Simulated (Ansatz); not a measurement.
# Ti₁₀O₁₉ (cell charge +1, with a compensating background) (cell with a defect): what the fields show

```
Ti O
1.0
    -1.89960   -5.69880    4.84887
    -5.69880    1.89960   -4.84887
     5.69880   -1.89960   -4.84887
Ti O
10 19
Direct
  0.38904 0.76749 0.60992
  0.99937 0.00072 0.00092
  0.18271 0.38370 0.79943
  0.81600 0.61582 0.20051
  0.60966 0.22003 0.37810
  0.49918 0.27109 0.77193
  0.10175 0.45222 0.15767
  0.29286 0.84101 0.95553
  0.89747 0.05575 0.35002
  0.70642 0.66282 0.54761
  0.10048 0.24327 0.94928
  0.28313 0.62919 0.73753
  0.89797 0.84786 0.14210
  0.71583 0.45402 0.34612
  0.40037 0.58140 0.39610
  0.99921 0.79246 0.79280
  0.19443 0.19663 0.59858
  0.80439 0.40312 0.00224
  0.59841 0.99479 0.18088
  0.49941 0.46451 0.96487
  0.11892 0.67856 0.35859
  0.29881 0.05136 0.15849
  0.88028 0.23924 0.55908
  0.69999 0.85949 0.75188
  0.41502 0.00720 0.77123
  0.99954 0.21084 0.21097
  0.20217 0.61014 0.01234
  0.79687 0.80982 0.40773
  0.58303 0.35306 0.59175
```

Spin-polarised.

The calculation used DFT PBE, scalar-relativistic, plane waves, PAW in Ansatz.

The density is the valence pseudo-density of a PAW calculation; it isn't the true density close to the nuclei.

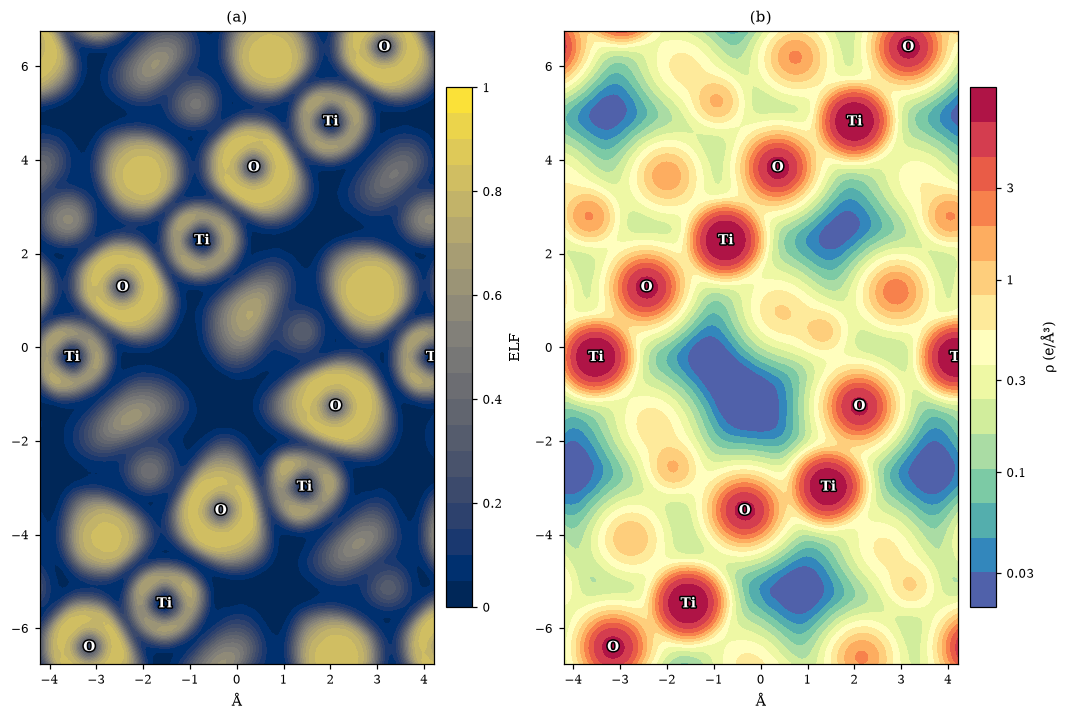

Figure 1. (a) electron localisation function; (b) valence pseudo-density on the (101) plane of the calculation cell.

What does the map show?

- The section cuts through Ti and O sites.
- Atoms just off the plane (Ti, 0.7 Å away and O, 0.5 Å away) can leave unmarked features too.
- Ti–O (1.85 Å): ρ is about 0.93 e/Å³ halfway; the ELF peaks at about 0.80 in the valence shell of O, 0.6 Å from its nucleus, and is about 0.25 at the midpoint: no shared electron pair shows on this line.
- Ti–O (1.92 Å): ρ at the midpoint is about 0.77 e/Å³; the ELF peaks at about 0.85 in the valence shell of O, 0.6 Å from its nucleus, and is about 0.20 at the midpoint: no shared electron pair shows on this line.
- Ti–O (1.97 Å): ρ is about 0.67 e/Å³ halfway; the ELF peaks at about 0.85 in the valence shell of O, 0.6 Å from its nucleus, and is about 0.20 at the midpoint: no localised pair shows between them.
- Between the atoms the lowest density in this plane is 0.01 e/Å³.
- The features right at Ti lie inside the PAW spheres, where the map follows smoothed inner orbitals and isn't to be read closely.

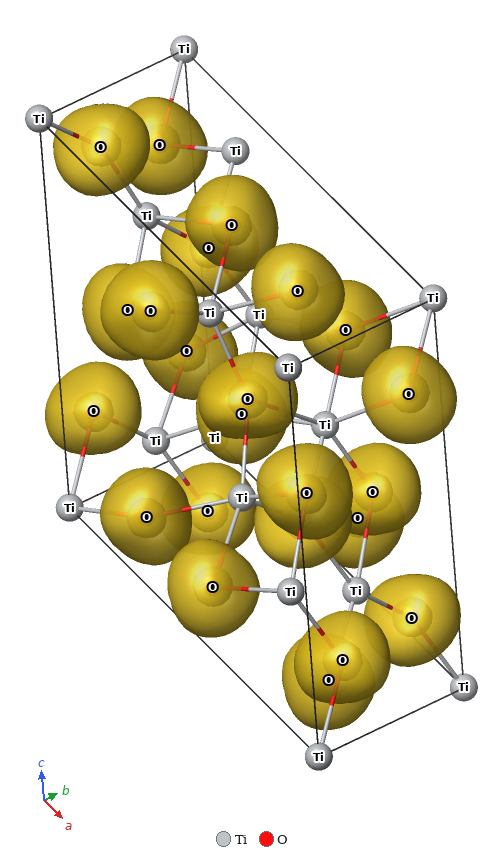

Figure 2. Isosurface of the ELF at 0.7 (yellow), seen slightly off an axis. Core shells and regions of very low density are left out. Sticks mark near contacts.

Describe the localisation domains.

The surface consists of 19 regions wrapped around O (the valence shell of each), counted in one cell of 29 atoms. Any copies at cell faces, edges or corners count once.


Ti–O (1.78 Å): the ELF peaks at about 0.80 in the valence shell of O, 0.6 Å from its nucleus, and is about 0.30 at the midpoint; no localised pair shows between them.

Does the calculation give a band gap?

It is gapless in this calculation (a metal or semimetal).
